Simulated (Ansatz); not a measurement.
# Single-point calculation of Si₁₂N

The run: single-point calculation of Si₁₂N (slab, 26 atoms in the cell). Method and program: DFT PBE, scalar-relativistic, plane waves, PAW, no spin polarisation (Ansatz 0.2.0).

The structure derives from an entry of the Crystallography Open Database. It belongs to a series of runs on one base structure; here: the whole at its places in the relaxed adsorbed structure.

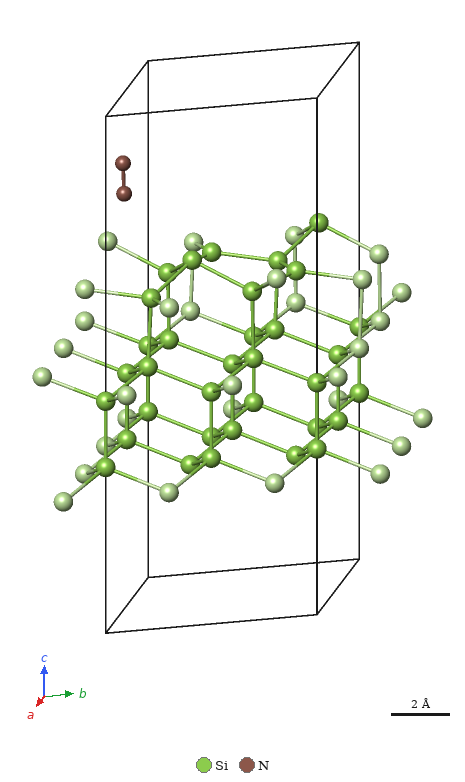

Fig. 1: The structure as given in the input (ball-and-stick view of the cell of the calculation, with the vacuum cut short, seen slightly off an axis; neighbours outside the cell are drawn fainter). Near neighbours in the crystal (not all of them lie inside the picture): Si has 3 Si at 2.33 to 2.37 Å; Si has 4 Si at 2.33 to 2.44 Å; N has 1 N at 1.10 Å.

Input:
```yaml
crystal:
  lattice:
    - [7.7354121523, 0.0, 0.0]
    - [-3.8677060762, 6.6990634327, 0.0]
    - [0.0, 0.0, 26.2054297712]
  atoms:
    - { symbol: Si, position: [0.6666666667, 0.3333333333, 0.3052802442] }
    - { symbol: Si, position: [0.6666666667, 0.8333333333, 0.3052802442] }
    - { symbol: Si, position: [0.1666666667, 0.3333333333, 0.3052802442] }
    - { symbol: Si, position: [0.1666666667, 0.8333333333, 0.3052802442] }
    - { symbol: Si, position: [0.5, 0.5, 0.3354072906] }
    - { symbol: Si, position: [0.5, 0.0, 0.3354072906] }
    - { symbol: Si, position: [0.0, 0.5, 0.3354072906] }
    - { symbol: Si, position: [0.0, 0.0, 0.3354072906] }
    - { symbol: Si, position: [0.0, 0.5, 0.4257884295] }
    - { symbol: Si, position: [0.0, 0.0, 0.4257884295] }
    - { symbol: Si, position: [0.5, 0.5, 0.4257884295] }
    - { symbol: Si, position: [0.5, 0.0, 0.4257884295] }
    - { symbol: Si, position: [0.8336526718, 0.6663512521, 0.4546846509] }
    - { symbol: Si, position: [0.8330025535, 0.1669974465, 0.4557095259] }
    - { symbol: Si, position: [0.3330539158, 0.6669460842, 0.4557062634] }
    - { symbol: Si, position: [0.3336487479, 0.1663473282, 0.4546846509] }
    - { symbol: Si, position: [0.3207764865, 0.6792235135, 0.5485451365] }
    - { symbol: Si, position: [0.338642088, 0.1610836606, 0.5468011566] }
    - { symbol: Si, position: [0.8389163394, 0.661357912, 0.5468011566] }
    - { symbol: Si, position: [0.8207105455, 0.1792894545, 0.5484599035] }
    - { symbol: Si, position: [0.1591741372, 0.8408258628, 0.5840756224] }
    - { symbol: Si, position: [0.1654947016, 0.3343807635, 0.5573683624] }
    - { symbol: Si, position: [0.6656192365, 0.8345052984, 0.5573683624] }
    - { symbol: Si, position: [0.65905311, 0.34094689, 0.583895655] }
    - { symbol: "N", position: [-0.0725610775, 0.0725610775, 0.7017071979] }
    - { symbol: "N", position: [-0.0681016876, 0.0681016876, 0.7437118856] }
basis:
  ecutwfc: 420
kpoints:
  mp_grid: { grid: [3, 3, 1] }
hamiltonian:
  xc: pbe
scf:
  occupations: { method: gaussian, width: 0.05 }
output:
  forces: true
  eigenvalues: true
  write_density: true
  volumetric_format: npy
efield:
  axis: 3
  dipole_correction: true
  ramp_width: 0.04
```

Run as:
```bash
ansatz run input.yaml --threads 2 --pin off --max-ram 6144MiB --backend cpu --events-out ev --progress --plain --runs-dir out
```

Log:
```
Engine: ansatz 0.2.0, x86_64-unknown-linux-gnu
Pseudopotentials: kind: paw
Pseudopotential: Si, paw, valence charge 4, recommended cutoff 420 eV (normal), Si.paw.azcp
Pseudopotential: N, paw, valence charge 5, recommended cutoff 420 eV (normal), N.paw.azcp
Functional definition: PBE
  parameter kappa = 0.804
  parameter beta = 0.06672455060314922
  exchange = pbe_x(kappa = kappa, mu = beta*pi^2/3)
  correlation = pbe_c(beta = beta)
Crystal: 26 atoms, lattice volume = 1357.966 Å³
Basis set: ecut = 420 eV, 26469 PW (Γ), exchange–correlation on 108×108×360 points (8 copies of the dense FFT grid, shifted against one another)
Bands: 79, of which v1, the nominal top of the filled ones, is band 53 counted from 1 (52 counted from 0)
Symmetry: 2 space group operations
Space group: Cm (ITA 8), of the structure as read, at distance tolerance 1.1e-4 Å
k-points: 4 of 9 (time reversal used)
Non-local potential: Si, projectors of the file, l = 0: 2, l = 1: 2, l = 2: 2
Non-local potential: N, projectors of the file, l = 0: 2, l = 1: 2, l = 2: 1
PAW form: soft (Blöchl's): semilocal exchange-correlation on the pseudo side does not see the compensation charge
PAW one-centre angular grid: Si, 110 points (default); XC on 64 Gauss nodes
PAW one-centre angular grid: N, 110 points (default); XC on 64 Gauss nodes
Initial density: superposition of atomic densities (neutral atoms: chi_scale 0, normalization atom), corrected by the library's trained network
Initial wavefunctions: pseudopotential atomic-orbital guess
Functional: x = pbe(κ = 0.804, μ = 0.2195149727645171), c = pbe(β = 0.06672455060314922)
SCF iter   1: F=—  HF=-16017.885411 eV  |F-HF|=—  |Δ(HF+E_count)|=         —  Δρ=3.25e-3  dr2=1.62e0  ethr=1.77e-3  p=0.023 e·Å  D=3.12e-3 V/Å  ΔV_dip=-0.08 eV  dr2_dipole=6.95e-1  V_vac-E_F(+/−)=4.90/4.98 eV  ⟨swp⟩=8.0  Hψ=1791  notcnv=0  defer=31
efield: sawtooth ramp at fractional position 0.0045 (placed from the atoms, in the widest stretch of the axis that holds none; the zero of the levels goes with the place), width 0.0400; the density the first Hamiltonian is built on has a dipole p = 0.023 e·Å; the dipole correction subtracts the counter field D = 3.12e-3 V/Å, which shifts the + side's vacuum level by -0.08 eV against the − side's; the planar-averaged density in the ramp window peaks in size at 5.2e-5 e/Å³
preconditioner: auto → LDOS  [insulator: Δε(μ)=0.065 eV  Ē_g=7.512 eV  σ=0.050 eV  W_gap=0.59  n_scr=134 (ndim 8)  ℏωp=10.3 eV  f_vac=0.535  D(μ)=10.37/eV (n_scr^D=38)  ε∞_Penn≈2.9  β→1.0]
SCF iter   2: F=—  HF=-16017.846086 eV  |F-HF|=—  |Δ(HF+E_count)|=   3.93e-2  Δρ=2.35e-3  dr2=4.17e-1  ethr=1.53e-3  p=-0.026 e·Å  D=-3.46e-3 V/Å  ΔV_dip=0.09 eV  dr2_dipole=1.61e-1  V_vac-E_F(+/−)=4.89/4.80 eV  ⟨swp⟩=2.2  Hψ=504  notcnv=0  defer=56
SCF iter   3: F=—  HF=-16017.829034 eV  |F-HF|=—  |Δ(HF+E_count)|=   1.71e-2  Δρ=2.18e-3  dr2=1.07e-1  ethr=3.94e-4  p=0.027 e·Å  D=3.59e-3 V/Å  ΔV_dip=-0.09 eV  dr2_dipole=2.81e-2  V_vac-E_F(+/−)=4.74/4.83 eV  ⟨swp⟩=2.0  Hψ=606  notcnv=0  defer=71
SCF iter   4: F=—  HF=-16017.817312 eV  |F-HF|=—  |Δ(HF+E_count)|=   1.17e-2  Δρ=9.90e-4  dr2=3.34e-2  ethr=1.01e-4  p=-0.002 e·Å  D=-2.55e-4 V/Å  ΔV_dip=0.01 eV  dr2_dipole=6.99e-3  V_vac-E_F(+/−)=4.82/4.82 eV  ⟨swp⟩=2.0  Hψ=345  notcnv=0  defer=72
SCF iter   5: F=—  HF=-16017.814349 eV  |F-HF|=—  |Δ(HF+E_count)|=   2.96e-3  Δρ=1.86e-4  dr2=1.60e-3  ethr=3.15e-5  p=0.000 e·Å  D=5.93e-5 V/Å  ΔV_dip=-0.00 eV  dr2_dipole=1.93e-4  V_vac-E_F(+/−)=4.80/4.80 eV  ⟨swp⟩=2.0  Hψ=344  notcnv=0  defer=72
SCF iter   6: F=—  HF=-16017.814393 eV  |F-HF|=—  |Δ(HF+E_count)|=   4.44e-5  Δρ=8.00e-5  dr2=3.07e-4  ethr=1.51e-6  p=-0.003 e·Å  D=-3.56e-4 V/Å  ΔV_dip=0.01 eV  dr2_dipole=3.96e-5  V_vac-E_F(+/−)=4.79/4.78 eV  ⟨swp⟩=2.0  Hψ=279  notcnv=0  defer=72
SCF iter   7: F=—  HF=-16017.814415 eV  |F-HF|=—  |Δ(HF+E_count)|=   2.19e-5  Δρ=3.04e-5  dr2=3.92e-5  ethr=2.89e-7  p=-0.005 e·Å  D=-6.61e-4 V/Å  ΔV_dip=0.02 eV  dr2_dipole=4.92e-6  V_vac-E_F(+/−)=4.79/4.78 eV  ⟨swp⟩=2.5  Hψ=365  notcnv=0  defer=72
SCF iter   8: F=—  HF=-16017.814142 eV  |F-HF|=—  |Δ(HF+E_count)|=   2.73e-4  Δρ=1.06e-5  dr2=5.13e-6  ethr=3.70e-8  p=-0.006 e·Å  D=-7.38e-4 V/Å  ΔV_dip=0.02 eV  dr2_dipole=1.50e-7  V_vac-E_F(+/−)=4.79/4.77 eV  ⟨swp⟩=2.0  Hψ=428  notcnv=0  defer=72
SCF iter   9: F=—  HF=-16017.814142 eV  |F-HF|=—  |Δ(HF+E_count)|=   4.61e-7  Δρ=4.52e-6  dr2=8.27e-7  ethr=4.84e-9  p=-0.006 e·Å  D=-7.38e-4 V/Å  ΔV_dip=0.02 eV  dr2_dipole=6.52e-8  V_vac-E_F(+/−)=4.79/4.77 eV  ⟨swp⟩=2.0  Hψ=410  notcnv=0  defer=72
SCF iter  10: F=-16017.814143 eV  HF=-16017.814143 eV  |F-HF|=2.91e-8  |Δ(HF+E_count)|=   2.95e-7  Δρ=1.27e-6  dr2=4.67e-8  ethr=9.43e-11  p=-0.006 e·Å  D=-7.38e-4 V/Å  ΔV_dip=0.02 eV  dr2_dipole=2.38e-9  V_vac-E_F(+/−)=4.79/4.77 eV  ⟨swp⟩=20.5  Hψ=2493  notcnv=0
SCF 1 converged in 10 iterations: F = -16017.814143 eV  dr2 = 4.67e-8
  greatest PAW one-centre occupation: 0.857 electrons in one spin orbital (limit 2), on the N atom at site 25 (counted from 0), in its partial waves of l = 0
```

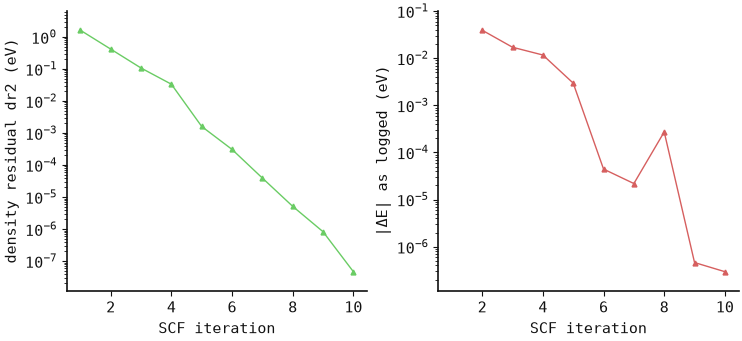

Fig. 2: Convergence of the self-consistent field: density residual dr2 and size of the energy change against the SCF iteration. The residual falls at every step.

```
SCF converged after 10 iterations
Free energy (F): -16017.814143 eV
Harris-Foulkes:  -16017.814143 eV  (|F-HF|=2.91e-8)
Internal energy: -16017.800115 eV  (E = F + TS)
E sigma→0 (E₀):  -16017.807129 eV
Entropy (-TS):   -0.014028 eV (-0.540 meV/atom)
Fermi energy:    -0.709226 eV
Dipole field:    D = -0.000712 V/Å  (p = -0.005347 e·Å, saw-weighted, corrected)
Work function:   Φ+ = 4.7935 eV   Φ− = 4.7749 eV
Levels:          The Fermi level and band energies are counted from a zero that moves with the ramp; work functions are not
--- Per-component energies (eV) ---
  E_band       = -642.481786
  E_kinetic    = 1195.055827
  E_local      = -29939.458854  (includes V_loc(G=0)·N_el)
  E_nonlocal   = 718.479843
  E_hartree    = 14363.706863
  E_xc         = -1427.045577
  E_vxc        = -1249.798429  (∫ρ·V_xc dr)
  E_paw        = -12557.314023  (= ΣΔE_a)
  E_vpaw       = -94.061229  (= ΣTr[D̂ρ^β])
  E_aug_tail   = 0.000329  (compensation charges beyond the density's cutoff)
  E_efield     = 0.000002  (sawtooth field / dipole correction)
  E_vefield    = -0.114438  (∫n·V_field dr)
  E_ewald      = 11628.775476
  E_smearing   = -0.014028  (= −TS)
  E_closure    = -0.000000  (closes the sum)
  Σ components = -16017.814143   (vs F -16017.814143, Δ=0.00e0)
--- Forces (eV/Å), atoms counted from 1 ---
  atom   1  Si     0.05084307    -0.02935426     0.58306921
  atom   2  Si    -0.05651848     0.03124052     0.60183354
  atom   3  Si    -0.05531432     0.03332618     0.60183354
  atom   4  Si     0.04802479    -0.02772713     0.58161577
  atom   5  Si     0.00506584    -0.00292477    -0.89974457
  atom   6  Si    -0.01942728     0.01051791    -0.72375897
  atom   7  Si    -0.01882242     0.01156556    -0.72375897
  atom   8  Si     0.00741301    -0.00427990    -0.90581805
  atom   9  Si     0.01018247    -0.00518166     0.12563976
  atom  10  Si     0.00707605    -0.00408536     0.31571482
  atom  11  Si     0.01080057    -0.00623571     0.31448690
  atom  12  Si     0.00957869    -0.00622744     0.12563976
  atom  13  Si    -0.00037850     0.00020317    -0.00030467
  atom  14  Si     0.00063947    -0.00036920    -0.00015176
  atom  15  Si     0.00045168    -0.00026078     0.00041158
  atom  16  Si    -0.00036520     0.00022620    -0.00030467
  atom  17  Si    -0.00150696     0.00087004    -0.00028959
  atom  18  Si    -0.00003442    -0.00118714    -0.00045090
  atom  19  Si     0.00101088     0.00062338    -0.00045090
  atom  20  Si    -0.00057198     0.00033023     0.00060693
  atom  21  Si    -0.00073658     0.00042527     0.00027394
  atom  22  Si     0.00103390     0.00030902     0.00088376
  atom  23  Si     0.00024933    -0.00104989     0.00088376
  atom  24  Si    -0.00006928     0.00004000     0.00211024
  atom  25  N      0.00155973    -0.00090051     0.01779303
  atom  26  N     -0.00017430     0.00010063    -0.01783930
  max |Σ_I F_I| component: 7.58e-5 eV/Å
--- Band table (eV) ---
  k-point 0: bands = ["-24.2070", "-12.3938", "-11.5620", "-10.6211", "-10.2016", "-10.1961", "-10.1739", "-9.6938", "-9.6482", "-9.6315", "-9.5853", "-8.8329", "-8.7715", "-8.7287", "-7.8475", "-7.8037", "-7.7784", "-7.6397", "-7.6316", "-7.4746", "-7.4623", "-7.4010", "-7.1490", "-7.1448", "-7.1282", "-6.4996", "-6.3084", "-4.2704", "-3.8905", "-3.8172", "-3.7482", "-3.5578", "-3.4783", "-3.4640", "-3.4480", "-3.4020", "-3.3466", "-2.8479", "-2.8192", "-2.6909", "-2.1686", "-2.1668", "-2.1451", "-1.8839", "-1.8565", "-1.5693", "-1.4561", "-1.3898", "-1.3787", "-1.1627", "-1.0883", "-0.9371", "-0.8977", "-0.7432", "-0.6828", "-0.6539", "-0.0391", "0.0687", "0.2584", "0.3648", "0.7517", "0.7873", "0.9330", "0.9606", "1.4331", "1.4478", "1.4692", "1.5139", "1.6973", "1.7647", "1.8991", "1.9608", "1.9892", "2.0096", "2.2492", "2.2511", "2.5102", "2.5429", "2.7933"]
  k-point 1: bands = ["-24.2070", "-12.0780", "-11.2510", "-11.1740", "-10.4151", "-10.3621", "-10.3060", "-10.2943", "-9.6469", "-9.6436", "-9.5861", "-9.4129", "-8.6965", "-8.6935", "-7.7945", "-7.7877", "-7.6402", "-7.6319", "-7.1977", "-7.1907", "-7.0896", "-6.5748", "-6.5376", "-6.3840", "-6.3035", "-6.2408", "-5.3803", "-4.4870", "-4.4749", "-4.3194", "-4.3167", "-4.1393", "-4.1119", "-3.8311", "-3.7907", "-3.5886", "-3.3904", "-3.3745", "-3.1758", "-3.0958", "-3.0514", "-2.8295", "-2.8134", "-2.6217", "-2.4818", "-2.4311", "-1.9062", "-1.8624", "-1.3037", "-1.2957", "-1.2418", "-0.9941", "-0.8477", "-0.6433", "-0.5588", "-0.3067", "0.0256", "0.5303", "1.1344", "1.3348", "1.4759", "1.5189", "1.7347", "1.7716", "1.8532", "1.9338", "1.9548", "2.0138", "2.0867", "2.1540", "2.4528", "2.4832", "2.7085", "2.7367", "2.9364", "3.0839", "3.1454", "3.2388", "3.3570"]
  k-point 2: bands = ["-24.2070", "-11.5429", "-11.4606", "-11.3861", "-10.6990", "-10.6439", "-10.5671", "-9.7041", "-9.6937", "-9.6796", "-9.5809", "-9.4454", "-9.3548", "-8.2910", "-7.9124", "-7.6405", "-7.6330", "-7.5446", "-7.3898", "-6.7970", "-6.7056", "-6.6089", "-6.3192", "-5.5579", "-5.5190", "-5.4504", "-4.9202", "-4.8377", "-4.7860", "-4.7000", "-4.6902", "-4.5678", "-4.4117", "-4.3457", "-4.2528", "-3.5329", "-3.5059", "-3.4685", "-3.1667", "-3.1268", "-3.0947", "-2.9028", "-2.8985", "-2.8445", "-2.7617", "-2.6831", "-2.6713", "-2.6599", "-2.6308", "-1.3103", "-0.9732", "-0.7936", "-0.6151", "-0.5400", "-0.4202", "-0.2126", "0.0019", "1.6008", "1.6221", "1.7180", "1.9189", "1.9324", "2.0060", "2.0571", "2.4050", "2.4668", "2.4881", "2.5448", "2.7237", "2.7614", "2.7925", "2.9178", "3.0163", "3.1274", "3.1447", "3.3083", "3.3101", "3.3503", "3.4234"]
  k-point 3: bands = ["-24.2070", "-12.0832", "-11.2930", "-11.1167", "-10.3703", "-10.3620", "-10.3450", "-10.2973", "-9.6627", "-9.6399", "-9.5836", "-9.4141", "-8.7157", "-8.6752", "-7.8271", "-7.7787", "-7.6396", "-7.6324", "-7.2233", "-7.1130", "-7.1079", "-6.5303", "-6.5246", "-6.5195", "-6.3194", "-6.1632", "-5.3878", "-4.5741", "-4.4791", "-4.2697", "-4.2665", "-4.1265", "-4.1149", "-3.9426", "-3.6367", "-3.6070", "-3.3875", "-3.3204", "-3.2907", "-3.2136", "-2.8954", "-2.7880", "-2.7406", "-2.6359", "-2.6276", "-2.3656", "-1.9223", "-1.8298", "-1.3705", "-1.2889", "-1.1068", "-0.9443", "-0.9330", "-0.6987", "-0.4751", "-0.4011", "0.0457", "0.6097", "1.0820", "1.3356", "1.5157", "1.5753", "1.6189", "1.7050", "1.7969", "1.9160", "1.9478", "2.0320", "2.1156", "2.2106", "2.4253", "2.5105", "2.6751", "2.6815", "2.8919", "3.0907", "3.1410", "3.2899", "3.3354"]
```

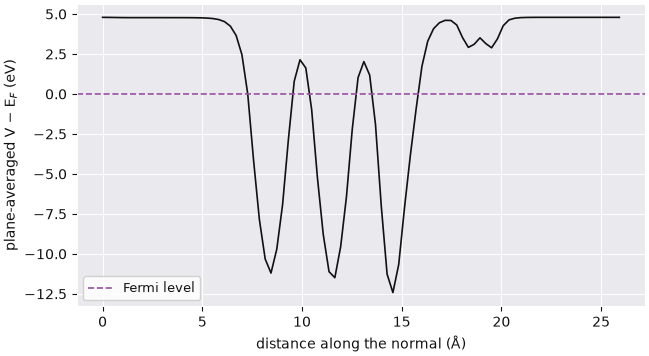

Fig. 3: Plane average of the electrostatic potential energy of an electron across the cell, from the Fermi level. The vacuum level lies 4.79 eV above the Fermi level.

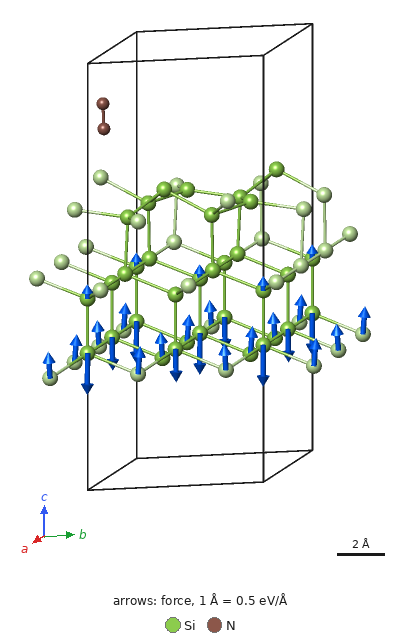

Fig. 4: Forces on the atoms as blue arrows (ball-and-stick view of the cell of the calculation, with the vacuum cut short, seen slightly off an axis; neighbours outside the cell are drawn fainter); the smallest are left out. The largest act on Si8 (0.91 eV/Å); Si5 (0.90 eV/Å); Si6, Si7 (0.72 eV/Å); Si2, Si3 (0.61 eV/Å), among others. Atoms are counted from 1 in the order of the input and aren't labelled in the picture. The geometry is not a stationary point of this energy.

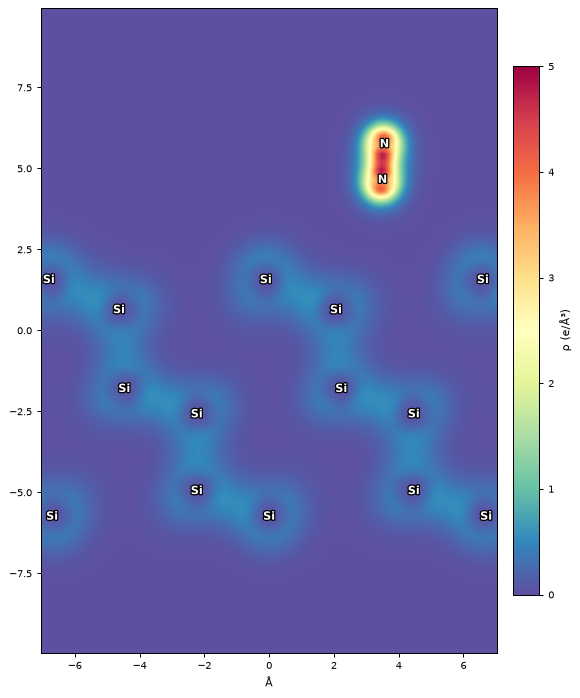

Fig. 5: Valence charge density (pseudo) on the (110) plane of the calculation cell, a cut from vacuum to vacuum. The section cuts through Si and N sites. N–N (1.10 Å): the density is about 4.6 e/Å³ at the midpoint. Si–Si (2.37 Å): ρ at the midpoint is about 0.51 e/Å³, a local maximum along the line. Si–Si (2.44 Å): ρ is about 0.46 e/Å³ halfway, a local maximum along the line. The density dies away to nearly zero in the vacuum. Core electrons are frozen (PAW), so the fields are smoothed inside the atomic spheres.

Summary:

| quantity | value |
| --- | --- |
| outcome | converged |
| electrons treated | 106 |
| free energy | −16017.8141 eV |
| work function, top face | 4.79 eV |
| work function, bottom face | 4.77 eV |
| Fermi energy | −0.709 eV |
| gap on the k-point mesh | none (metallic) |
| work function (upper face) | 4.79 eV |
| largest force (length of the vector) | 0.906 eV/Å |
| hardware | 2 threads of Intel Xeon @ 2.50GHz (Skylake/Cascade Lake), 16 GiB of memory available, shared host |
| wall time | 26 s (CPU time 47 s) |
| peak memory | 1.6 GiB |
